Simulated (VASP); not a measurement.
CrCuO2 (space group R-3m, No. 166). Coordinates: an entry of the Crystallography Open Database, as set up for an electronic-structure calculation.

Space group R-3m:H (No. 166). a = 2.973 Å, b = 2.973 Å, c = 17.100 Å, α = 90.00°, β = 90.00°, γ = 120.00°
```
atom  site  symmetry       x       y       z
  Cu    3a       -3m  0.0000  0.0000  0.0000
  Cr    3b       -3m  0.3333  0.6667  0.1667
   O    6c        3m  0.6667  0.3333  0.2254
```

Describe how the polyhedra about Cr are linked (bonds: Cr–O below 2.2 Å).

Cr: CrO6 octahedron, sharing edges with six neighbours.

They form layers of edge-sharing octahedra parallel to (001). Their corner atoms also have Cu as close neighbours (those links are not drawn).

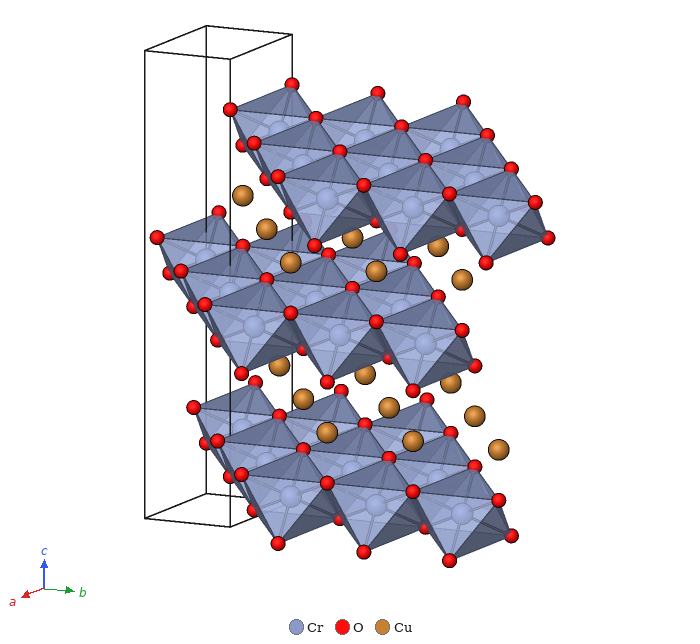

Polyhedra are drawn about Cr (bonds: Cr–O below 2.2 Å); other atoms are plain spheres.
